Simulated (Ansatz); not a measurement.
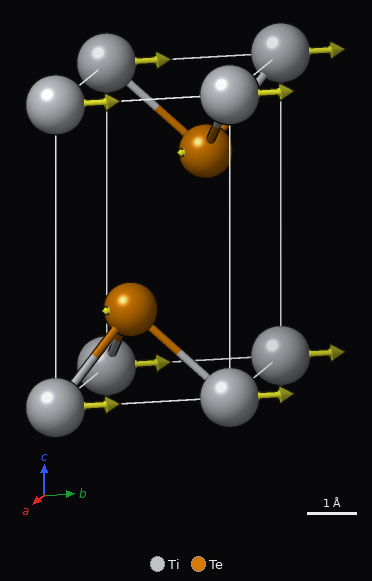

One vibrational mode of solid TiTe2 at the zone centre. Displacements are drawn as yellow arrows; their common scale and sign are arbitrary. A ball-and-stick model of the cell of the calculation, seen slightly off an axis.

Theory: Ansatz 0.2.0, DFT PBEsol, scalar-relativistic, plane waves, PAW.

Input file:
```yaml
crystal:
  lattice:
    - [3.6968374165, 0.0, 0.0]
    - [-1.8484187082, 3.2015551164, 0.0]
    - [0.0, 0.0, 6.4466902739]
  atoms:
    - { symbol: Ti, position: [0.0, 0.0, 0.0] }
    - { symbol: Te, position: [0.6666666667, 0.3333333333, 0.2673972011] }
    - { symbol: Te, position: [0.3333333333, 0.6666666667, 0.7326027989] }
basis:
  ecutwfc: 420
kpoints:
  mp_grid: { grid: [12, 12, 8] }
hamiltonian:
  xc: pbesol
scf:
  occupations: { method: fermi_dirac, width: 0.15 }
output:
  eigenvalues: true
phonons:
  method: dfpt
  eigenvectors: true
```

Launched with:
```bash
ansatz run input.yaml --threads 1 --pin off --max-ram 4096MiB --backend cpu --events-out ev --progress --plain --runs-dir out
```

The frequencies depend somewhat on the k-mesh and the smearing.

> Describe the mode and give its frequency.

This is the E_u mode (doubly degenerate; one member of the set is drawn) at 184 cm⁻¹, optical level 3 of 4, counted from below, infrared-active by symmetry. The Ti sublattice moves against the Te sublattice, along b; the kinetic energy is shared as Ti 84 %, Te 16 %. The crystal is a metal, so free carriers screen the infrared response.
